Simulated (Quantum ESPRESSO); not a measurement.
## Energy of SnO along an even scaling of the cell

System: SnO (P4/nmm, 4 atoms in the cell).
Method: Kohn-Sham DFT of a periodic cell, PBEsol, GBRV 1.5 PBEsol, no spin polarisation (Quantum ESPRESSO 7.5).

The 7 runs differ only in the geometry, by an even scaling of the cell at fixed fractional positions. The structure derives from a Materials Project entry.

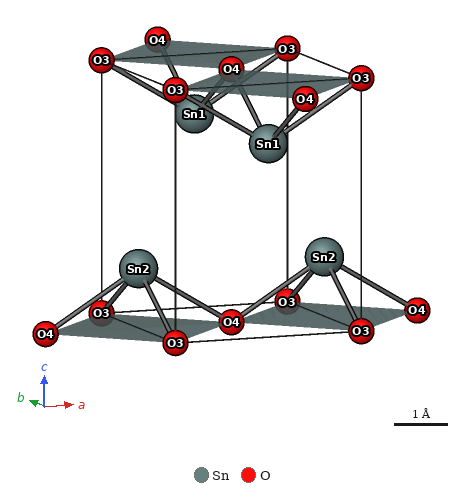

Figure 1. The structure of run 4 (polyhedral view of the cell of the calculation, seen slightly off an axis; polyhedra are completed across the faces of the cell; atoms are numbered from 1 in the order of the input).

### Input of run 4
```
&CONTROL
  calculation = 'scf'
  prefix = 'pwscf'
  outdir = './tmp'
  pseudo_dir = './pseudo'
  tstress = .true.
  disk_io = 'nowf'
/
&SYSTEM
  ibrav = 0
  nat = 4
  ntyp = 2
  ecutwfc = 68
  ecutrho = 544
  nbnd = 28
  occupations = 'smearing'
  smearing = 'fd'
  degauss = 0.00367493
/
&ELECTRONS
  conv_thr = 8d-10
  electron_maxstep = 120
  mixing_beta = 0.5
/
ATOMIC_SPECIES
Sn   118.7100 sn_pbesol_v1.4.uspp.F.UPF
O     15.9990 o_pbesol_v1.2.uspp.F.UPF
CELL_PARAMETERS angstrom
   3.8136952200    0.0000000000    0.0000000000
   0.0000000000    3.8136952200    0.0000000000
   0.0000000000    0.0000000000    4.8869133000
ATOMIC_POSITIONS crystal
Sn     0.5000000000    0.0000000000    0.7646261400
Sn     0.0000000000    0.5000000000    0.2353738600
O      0.0000000000    0.0000000000    0.0000000000
O      0.5000000000    0.5000000000    0.0000000000
K_POINTS automatic
7 7 6 0 0 0
```

Command:
```bash
OMP_NUM_THREADS=1 mpirun -n 2 pw.x -nk 2 -in pw.in > pw.out
```

Lattice vectors (Å) and fractional positions of run 4:
```
   3.813695    0.000000    0.000000
   0.000000    3.813695    0.000000
   0.000000    0.000000    4.886913
Sn  0.500000  0.000000  0.764626
Sn  0.000000  0.500000  0.235374
O   0.000000  0.000000  0.000000
O   0.500000  0.500000  0.000000
```

Run 2 differs from it as follows:
```diff
-   3.8136952200    0.0000000000    0.0000000000
-   0.0000000000    3.8136952200    0.0000000000
-   0.0000000000    0.0000000000    4.8869133000
+   3.7621524798    0.0000000000    0.0000000000
+   0.0000000000    3.7621524798    0.0000000000
+   0.0000000000    0.0000000000    4.8208658347
```

### Results, with one run withheld

```csv
run,volume per atom (Å³),"free energy per atom, from the lowest run given (meV)",pressure (GPa),gap on the mesh (eV)
1,16.703,18.24,6.03,0.15
2,17.058,?,?,?
3,17.414,1.31,1.43,0.30
4,17.769,0.00,−0.54,0.37
5,18.125,2.84,−2.28,0.43
6,18.480,9.39,−3.87,0.50
7,18.835,19.26,−5.30,0.56
```

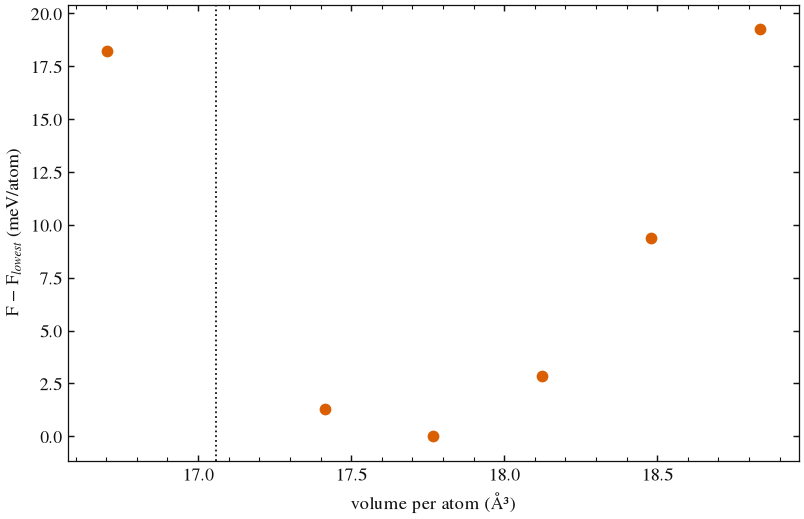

Figure 2. Free energy per atom of the runs given; the dotted line marks run 2.

Fit the runs given and predict run 2.

A cubic polynomial in V^(−2/3) (the Birch–Murnaghan form), fitted to the 6 runs given, misses them by at most 0.01 meV per atom. With x = V^(−2/3) − 0.14633 Å⁻², it reads F = 0.37879 − 996.48 x + 5.4135e+05 x² + 5.865e+05 x³ (meV per atom). At run 2 it gives 7.22 meV per atom, and the run itself gives 7.21. The slope of the fit gives a pressure −dF/dV of 3.78 GPa there, and the run prints 3.57 GPa. The two needn't agree exactly: the fit is approximate, and the printed stress is taken on a finite basis. The fit has its minimum at 17.698 Å³ per atom, where V d²F/dV² gives 94.7 GPa. Cell shape and fractional positions are held, so this is the stiffness under even scaling; the relaxed bulk modulus wasn't computed and can be far lower in a crystal of layers, chains or molecules like this one. The gap on the mesh goes, without turning, from 0.15 eV in run 1 to 0.56 eV in run 7; run 2 has 0.22 eV. These are gaps of this functional on this mesh, which can miss the band edges; they aren't the measured gap.

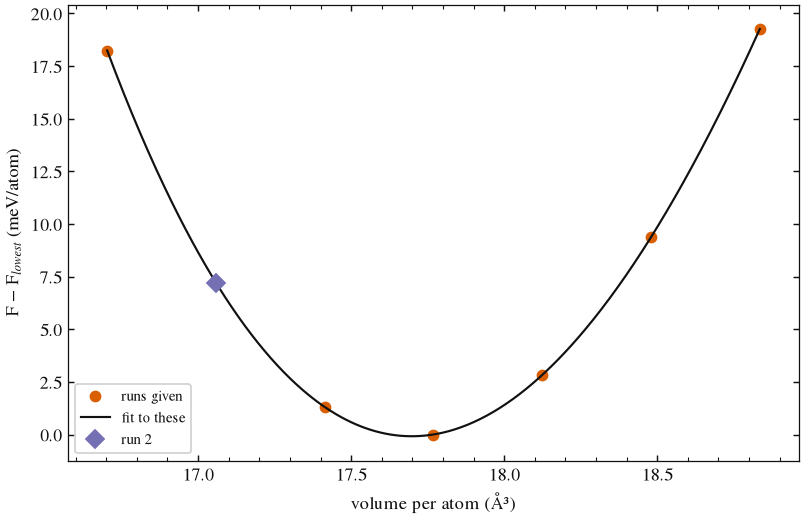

Figure 3. The fit and the withheld run.

### Some lines of the output (run 2)
```
[...]
     total energy              =    -382.34027409 Ry
     total energy              =    -382.37878848 Ry
     total energy              =    -382.38867421 Ry
     total energy              =    -382.38920103 Ry
     total energy              =    -382.38925786 Ry
     total energy              =    -382.38926464 Ry
     total energy              =    -382.38926561 Ry
     total energy              =    -382.38926573 Ry
     total energy              =    -382.38926572 Ry
     the Fermi energy is    10.4694 ev
!    total energy              =    -382.38926573 Ry
     The total energy is F=E-TS. E is the sum of the following terms:
     Computing stress (Cartesian axis) and pressure
          total   stress  (Ry/bohr**3)                   (kbar)     P=       35.73
```
